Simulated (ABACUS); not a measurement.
**Run report: Re, geometry relaxation (part 4 of 4)**

The same run, continued: Re (P6₃/mmc, 2 atoms in the cell); Kohn-Sham DFT of a periodic cell, PBE, SG15 ONCV 1.2 PBE, no spin polarisation (ABACUS 3.10.1); cutoff 1360.57 eV, 10×10×6 k-mesh, fermi-dirac of 0.05 eV. The structure derives from an entry of the Crystallography Open Database.

Geometry of the input (Å; fractional positions):
```
2.7608  0.0000  0.0000
-1.3804  2.3909  0.0000
0.0000  0.0000  4.4582
Re 0.6667  0.3333  0.7500
Re 0.3333  0.6667  0.2500
```

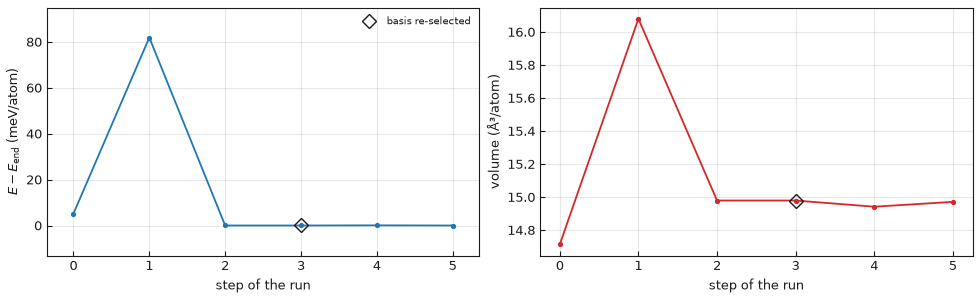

*Progress of the relaxation, step by step (steps are counted from 0).*

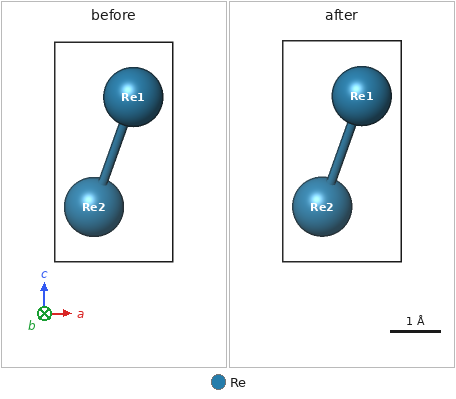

*Before (left) and after (right) the relaxation, at one scale (ball-and-stick view of the cell of the calculation, along the b axis).*

The energy falls by 5.2 meV per atom in 4 geometry steps. All forces vanish by symmetry, so only the cell relaxes. The pressure goes from 6.54 to −0.01 GPa. 1 further SCF at an unchanged geometry re-selected the plane-wave basis for the new cell. The atoms keep their places relative to the cell (all moves are under 0.005 Å). The drawn cell changes as follows: a = b 2.761 → 2.776 Å (+0.6 %), c 4.458 → 4.485 Å (+0.6 %); the volume changes by +1.7 %. Among the contacts that change: Re1–Re2 2.740 → 2.757 Å, Re1–Re1 2.761 → 2.776 Å. The space group stays P6_3/mmc (No. 194). (Atoms are counted from 1 in the order of the input.)

## Results in brief

| quantity | value |
| --- | --- |
| outcome | converged |
| space group (tolerance 0.01 Å) | P6₃/mmc (194) |
| electrons treated | 30 |
| free energy | −4349.5618 eV |
| Fermi energy | 23.591 eV |
| pressure | −0.01 GPa |
| final volume | 29.94 Å³ |
| largest force (length of the vector) at the end | under 0.001 eV/Å |
| final cell | a = 2.776 Å, b = 2.776 Å, c = 4.485 Å, α = 90.00°, β = 90.00°, γ = 120.00° |
| wall time | 20 s (CPU time 80 s) |
| peak memory | 0.4 GiB |

Points of doubt noted for this run: home made orbitals. Spin–orbit coupling is left out, which matters for Re.
